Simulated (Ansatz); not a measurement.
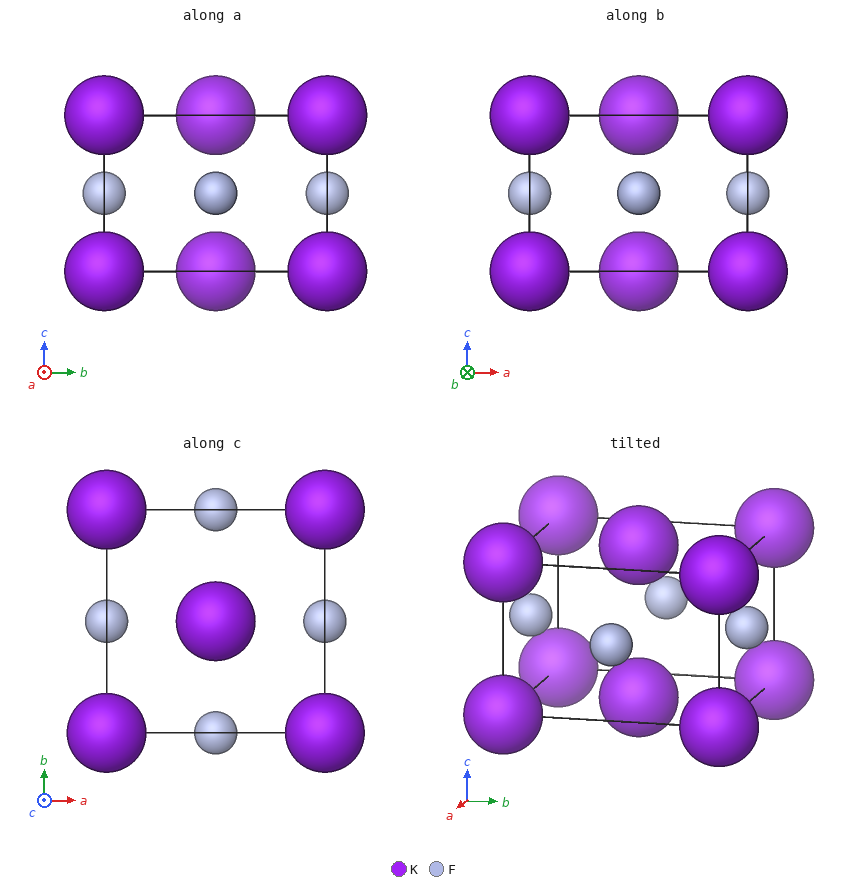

Spheres-only model, viewed along the a axis, along the b axis, along the c axis and slightly off an axis. Lines trace the edges of the conventional unit cell.

Lattice parameters: a = 4.446 Å, b = 4.545 Å, c = 3.179 Å, α = 90.00°, β = 90.00°, γ = 90.00°. Put a along x and b in the xy plane.

**Reconstruct the structure as a POSCAR file.**

```
K F
1.0
     4.446    0.000    0.000
     0.000    4.545    0.000
     0.000    0.000    3.179
K F
2 2
Direct
  0.0000 0.0000 0.0000
  0.5000 0.5000 0.0000
  0.5000 0.0000 0.5000
  0.0000 0.5000 0.5000
```

Provenance: a structure type filled with these elements by a generator (whether the compound takes this form wasn't checked). The cell was then strained or its atoms displaced on purpose. It was run through Ansatz as a DFT input.
